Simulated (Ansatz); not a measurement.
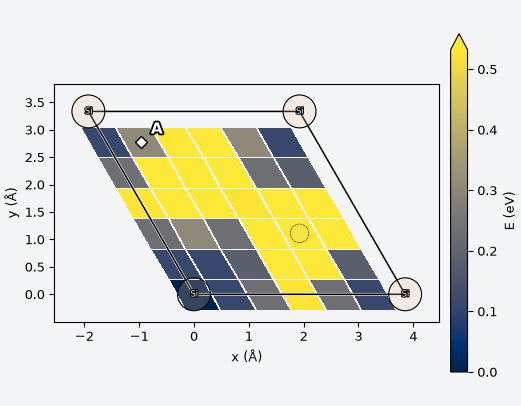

S on a Si(001) slab cut from the P6_3/mmc phase, its upper half relaxed before the scan (8 atoms of substrate and one adsorbate in a 1 × 1 cell). S is moved over the surface cell; relaxed at each place: the height of the adsorbate's atoms; substrate rigid; the origin of the map has the adsorbate above Si8. Places are given modulo a cell vector. The map is drawn in real space over the plane of the surface. Grid: 6 × 6 points; 10 points were computed and 26 follow by symmetry. All energies are given in eV relative to the lowest grid point. Energies and slopes of some neighbouring points disagree (a jump in structure or state, or too coarse a mesh). At some places the adsorbate sinks to or below the level of the top layer. The magnetic moment jumps between some neighbouring points. With one adsorbate in each 1 × 1 cell, its nearest image is 3.9 Å away, so neighbouring adsorbates interact. Level of theory: DFT PBE, scalar-relativistic, plane waves, PAW (Ansatz 0.2.0). Settings: cutoff 420 eV, k-mesh 9×9×1, gaussian smearing 0.05 eV, spin-polarised.

In the figure: one coloured cell a grid point, labelled circles for the atoms of the top layer and small ones for the second layer, the outline of one cell of the plane, one colour for all values above the top of the scale, the point A.

Q: Is A at rest? If not, where is it pushed?

A: A, at (1/6, 5/6) of the cell vectors, is not a stationary point. The computed force is 0.47 eV/Å in the plane, pointing up and left in the picture (components −0.41 and 0.23 eV/Å).

PAW datasets: the set soft_1.
